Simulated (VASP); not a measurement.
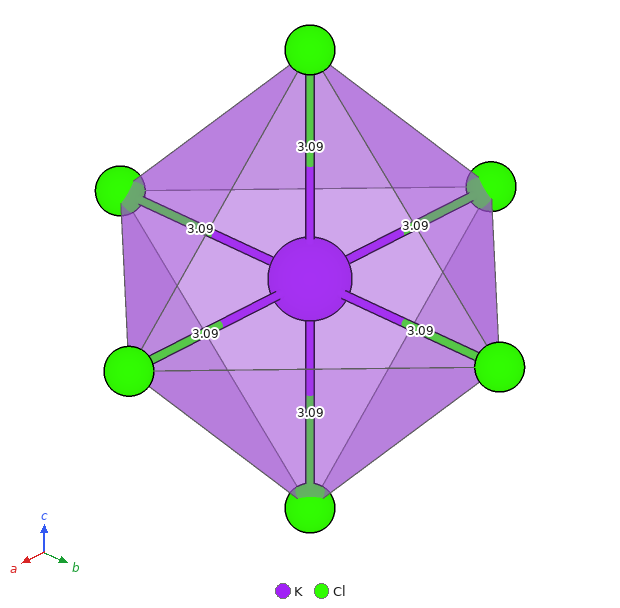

Coordination of K in KCl (Fm-3m); bond lengths in Å. The shape measure S (0 to 100) is the computed least-squares distance from an ideal polyhedron; S = 0 means ideal. Source: coordinates from a relaxation with VASP Kohn-Sham DFT of a periodic cell, B3LYP with D3(BJ), VASP PAW PBE potentials, recommended (VASP).

Name the coordination polyhedron and say how regular it is.

Answer. KCl6: an essentially ideal octahedron (coordination number 6, S = 0.00; next best trigonal prism, S = 16.7).

Does the central atom sit at the centroid of its ligands?

Answer. Yes, to within 0.01 Å; the site symmetry is m-3m.
